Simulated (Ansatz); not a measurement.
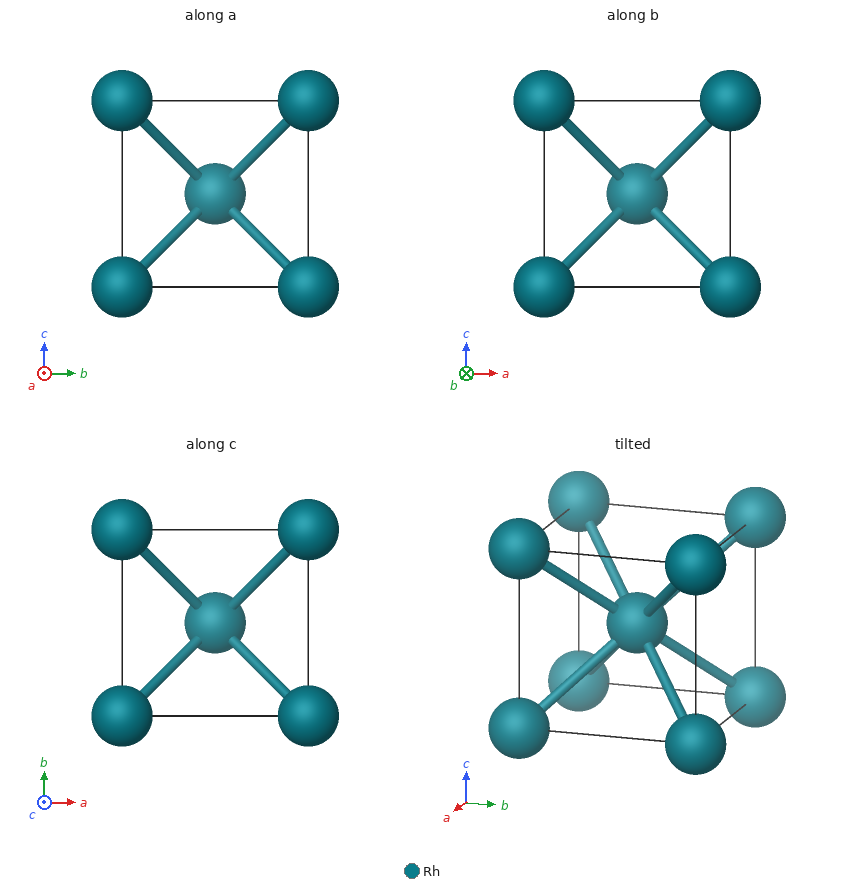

An orthographic ball-and-stick view of the structure, along the a axis, along the b axis, along the c axis and slightly off an axis. The wireframe shows the conventional unit cell.

Lattice parameters: a = 3.045 Å, b = 3.045 Å, c = 3.045 Å, α = 90.00°, β = 90.00°, γ = 90.00°.

**Reconstruct the structure as a table of Wyckoff sites.**

Space group Im-3m (No. 229).
| atom | site | x | y | z |
| --- | --- | --- | --- | --- |
| Rh | 2a | 0.0000 | 0.0000 | 0.0000 |

Origin of the cell: a structure type filled with this element by a generator (whether the element takes this form wasn't checked). The cell was then strained or its atoms displaced on purpose. It went into a calculation with Ansatz.

At this level of theory the cell isn't at rest (compressed, at 6 GPa), so its distances can differ from those at equilibrium, the more so the softer the solid.
